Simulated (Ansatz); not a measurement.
WC: single-point calculation

System: WC (Imm2, 2 atoms in the cell).
Method: DFT PBEsol, scalar-relativistic, plane waves, PAW, no spin polarisation (Ansatz 0.2.0).

The structure derives from a Materials Project entry. It belongs to a series of runs on one base structure; here: all W atoms moved +0.188 Å, as atom 1 towards its neighbour atom 1 (W) at 3.101 A. Figures and captions count atoms from 1; the log counts them from 0 in places.

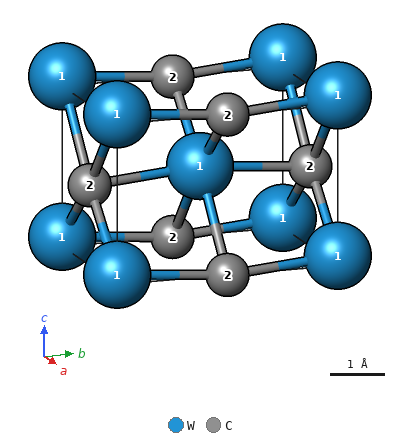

Figure 1. The structure as given in the input (ball-and-stick view of the cell 2 times as large as that of the calculation, set on its symmetry axes, seen slightly off an axis; atoms are numbered from 1 in the order of the input). An atom can appear more than once, as a periodic image.

The input:
```yaml
crystal:
  lattice:
    - [0.0, 2.192684, 2.192684]
    - [2.192684, 0.0, 2.192684]
    - [2.192684, 2.192684, 0.0]
  atoms:
    - { symbol: W, position: [-0.060465859, 0.0, 0.0] }
    - { symbol: C, position: [0.5, 0.5, 0.5] }
basis:
  ecutwfc: 420
kpoints:
  mp_grid: { grid: [18, 18, 18] }
hamiltonian:
  xc: pbesol
scf:
  occupations: { method: gaussian, width: 0.15 }
output:
  forces: true
  stress: true
  eigenvalues: true
  write_density: true
  write_potential: true
  elf: true
  volumetric_format: npy
```

Machine: 1 thread of AMD EPYC (Zen 5), 32 GiB of memory available, shared host.

Launch command:
```bash
ansatz run input.yaml --threads 1 --pin off --max-ram 2560MiB --backend cpu --events-out ev --progress --plain --runs-dir out
```

Log:
```
Engine: ansatz 0.2.0, x86_64-unknown-linux-gnu
Pseudopotentials: kind: paw
Pseudopotential: W, paw, valence charge 14, recommended cutoff 420 eV (normal), W.paw.azcp
Pseudopotential: C, paw, valence charge 4, recommended cutoff 420 eV (normal), C.paw.azcp
Functional definition: PBEsol
  exchange = pbesol_x
  correlation = pbesol_c
Crystal: 2 atoms, lattice volume = 21.084 Å³
Basis set: ecut = 420 eV, 411 PW (Γ), exchange–correlation on 48×48×48 points (8 copies of the dense FFT grid, shifted against one another)
Bands: 13, of which v1, the nominal top of the filled ones, is band 9 counted from 1 (8 counted from 0)
Symmetry: 4 space group operations
Space group: Imm2 (ITA 44), of the structure as read, at distance tolerance 2.8e-5 Å
k-points: 865 of 5832 (time reversal used)
Non-local potential: W, projectors of the file, l = 0: 3, l = 1: 2, l = 2: 2, l = 3: 1
Non-local potential: C, projectors of the file, l = 0: 2, l = 1: 2, l = 2: 1
PAW form: soft (Blöchl's): semilocal exchange-correlation on the pseudo side does not see the compensation charge
PAW frozen core: W, regenerated for the run's functional, and the local potential with it (the file was generated under x = pbe(κ = 0.804, μ = 0.2195149727645171), c = pbe(β = 0.06672455060314922))
PAW frozen core: C, regenerated for the run's functional, and the local potential with it (the file was generated under x = pbe(κ = 0.804, μ = 0.2195149727645171), c = pbe(β = 0.06672455060314922))
PAW one-centre angular grid: W, 590 points (default); XC on 64 Gauss nodes
PAW one-centre angular grid: C, 110 points (default); XC on 64 Gauss nodes
Initial density: superposition of atomic densities (neutral atoms: chi_scale 0, normalization atom), corrected by the library's trained network
Initial wavefunctions: pseudopotential atomic-orbital guess
Functional: x = pbesol(κ = 0.804, μ = 0.12345679012345678), c = pbesol(β = 0.046)
SCF iter   1: F=—  HF=-10502.695721 eV  |F-HF|=—  |Δ(HF+E_count)|=         —  Δρ=8.24e-3  dr2=1.31e-2  ethr=1.77e-3  ⟨swp⟩=5.0  Hψ=53678  notcnv=0
preconditioner: auto → none  [metal: Δε(μ)=0.007 eV  Ē_g=9.787 eV  σ=0.150 eV  W_gap=0.03  n_scr=8 (ndim 8)  ℏωp=25.6 eV  f_vac=0.000  D(μ)=0.99/eV (n_scr^D=14)  sad-step TF]
SCF iter   2: F=—  HF=-10502.694430 eV  |F-HF|=—  |Δ(HF+E_count)|=   1.29e-3  Δρ=5.12e-3  dr2=5.50e-3  ethr=7.25e-5  ⟨swp⟩=1.0  Hψ=18165  notcnv=0
SCF iter   3: F=—  HF=-10502.693340 eV  |F-HF|=—  |Δ(HF+E_count)|=   1.09e-3  Δρ=5.04e-4  dr2=3.56e-5  ethr=3.06e-5  ⟨swp⟩=2.0  Hψ=14281  notcnv=0
SCF iter   4: F=—  HF=-10502.693322 eV  |F-HF|=—  |Δ(HF+E_count)|=   1.78e-5  Δρ=1.19e-4  dr2=1.59e-6  ethr=1.98e-7  ⟨swp⟩=2.0  Hψ=18041  notcnv=0
iter 5 did not close the SCF: its close was put off for the readings that it lacked (scf_convergence_deferred on its scf_iter line)
SCF iter   5: F=-10502.693322 eV  HF=-10502.693322 eV  |F-HF|=5.53e-8  |Δ(HF+E_count)|=   6.61e-8  Δρ=2.41e-5  dr2=8.75e-8  ethr=8.84e-9  ⟨swp⟩=2.4  Hψ=16804  notcnv=0
SCF iter   6: F=-10502.693322 eV  HF=-10502.693322 eV  |F-HF|=2.44e-9  |Δ(HF+E_count)|=   2.58e-8  Δρ=5.28e-6  dr2=3.74e-9  ethr=4.86e-10  ⟨swp⟩=6.2  Hψ=68909  notcnv=0
SCF 1 converged in 6 iterations: F = -10502.693322 eV  dr2 = 3.74e-9
  greatest PAW one-centre occupation: 1.000 electrons in one spin orbital (limit 2), on the W atom at site 0 (counted from 0), in its partial waves of l = 0
```

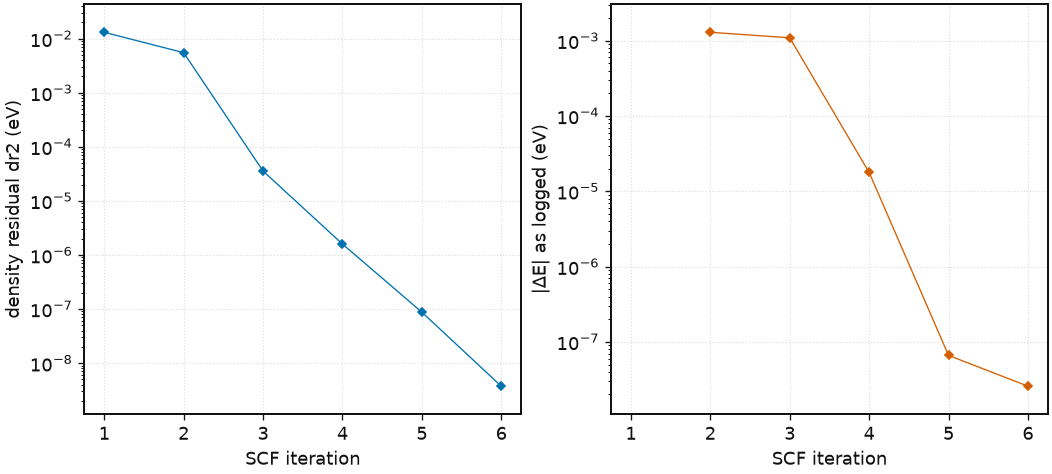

Figure 2. Convergence of the self-consistent field: density residual dr2 and size of the energy change against the SCF iteration. The residual falls at every step.

```
SCF converged after 6 iterations
Free energy (F): -10502.693322 eV
Harris-Foulkes:  -10502.693322 eV  (|F-HF|=2.44e-9)
Internal energy: -10502.682041 eV  (E = F + TS)
E sigma→0 (E₀):  -10502.687681 eV
Entropy (-TS):   -0.011280 eV (-5.640 meV/atom)
Fermi energy:    21.522305 eV
--- Per-component energies (eV) ---
  E_band       = -64.054007
  E_kinetic    = 541.852972
  E_local      = -669.025533  (includes V_loc(G=0)·N_el)
  E_nonlocal   = 29.292683
  E_hartree    = 233.415735
  E_xc         = -313.953930
  E_vxc        = -299.317204  (∫ρ·V_xc dr)
  E_paw        = -8531.128570  (= ΣΔE_a)
  E_vpaw       = -133.687343  (= ΣTr[D̂ρ^β])
  E_aug_tail   = -0.000056  (compensation charges beyond the density's cutoff)
  E_ewald      = -1793.378235
  E_core_change = 0.242893  (= ΣΔE_core)
  E_smearing   = -0.011280  (= −TS)
  E_closure    = -0.000000  (closes the sum)
  Σ components = -10502.693322   (vs F -10502.693322, Δ=0.00e0)
--- Forces (eV/Å), atoms counted from 1 ---
  atom   1  W      0.00000000     0.99777306     0.99777306
  atom   2  C      0.00000000    -0.99776286    -0.99776286
  max |Σ_I F_I| component: 1.02e-5 eV/Å
--- Stress (GPa, compression-positive) ---
      -10.512047       0.000000      -0.000000
        0.000000      -1.602395      -1.276931
       -0.000000      -1.276931      -1.602395
  P = ⅓ Tr σ = -4.5723 GPa (-45.723 kbar)
--- Band table (eV; the first three rows and the last of 865) ---
  k-point 0: bands = ["-53.6565", "-17.7108", "-17.7049", "-17.6873", "5.8554", "18.0845", "18.2050", "18.8408", "19.0292", "20.2128", "21.4018", "22.0669", "22.4047"]
  k-point 1: bands = ["-53.6554", "-17.7265", "-17.7066", "-17.6929", "5.9432", "17.7370", "18.2160", "18.7181", "19.1679", "19.9049", "21.1475", "22.4391", "23.0673"]
  k-point 2: bands = ["-53.6521", "-17.7783", "-17.7124", "-17.7014", "6.2015", "17.0652", "17.9193", "18.5039", "19.2656", "19.6190", "20.9663", "23.4658", "24.0880"]
  k-point 864: bands = ["-53.6066", "-18.0936", "-18.0819", "-17.8949", "9.0437", "14.8768", "15.5077", "16.1032", "21.6399", "21.9278", "23.9091", "25.5519", "26.5364"]
```

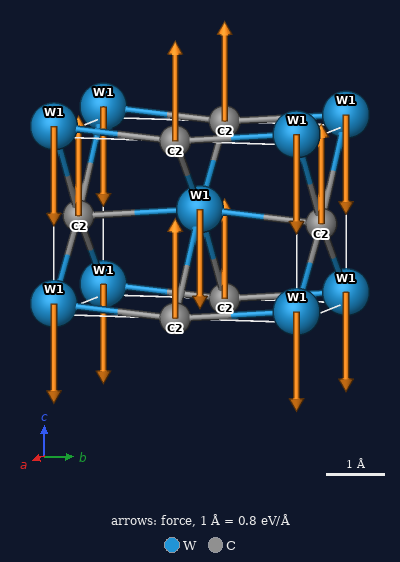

Figure 3. Forces on the atoms as orange arrows (ball-and-stick view of the cell 2 times as large as that of the calculation, set on its symmetry axes, seen slightly off an axis; atoms are numbered from 1 in the order of the input). The largest act on W1 (1.41 eV/Å); C2 (1.41 eV/Å). The geometry is not a stationary point of this energy.

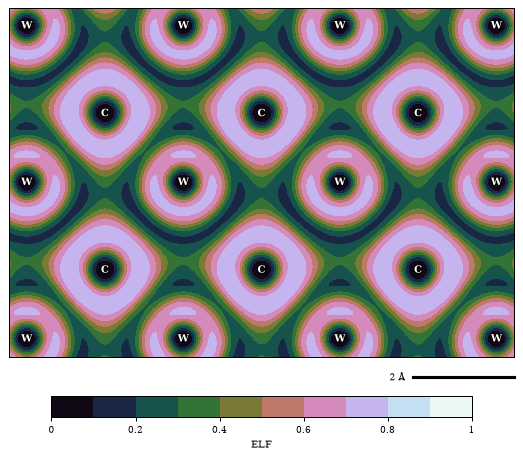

Figure 4. Electron localisation function on the (010) plane of the conventional cell. Atoms in the plane: W and C. W–C (2.06 Å): the ELF is about 0.30 at the midpoint. W–C (2.33 Å): the ELF is about 0.20 at the midpoint. The strong features right at W lie inside the PAW spheres (semicore, d or f shells) and say nothing about bonding. Core electrons are frozen (PAW), so the fields are smoothed inside the atomic spheres.

Key numbers:

| quantity | value |
| --- | --- |
| outcome | converged |
| space group (tolerance 0.01 Å) | Imm2 (44) |
| electrons treated | 18 |
| free energy | −10502.6933 eV |
| Fermi energy | 21.522 eV |
| gap on the k-point mesh | none (metallic) |
| pressure | −4.57 GPa |
| largest force (length of the vector) | 1.411 eV/Å |
| wall time | 10 s |
| peak memory | 0.62 GiB |

Notes:

Spin–orbit coupling is left out, which matters for W.
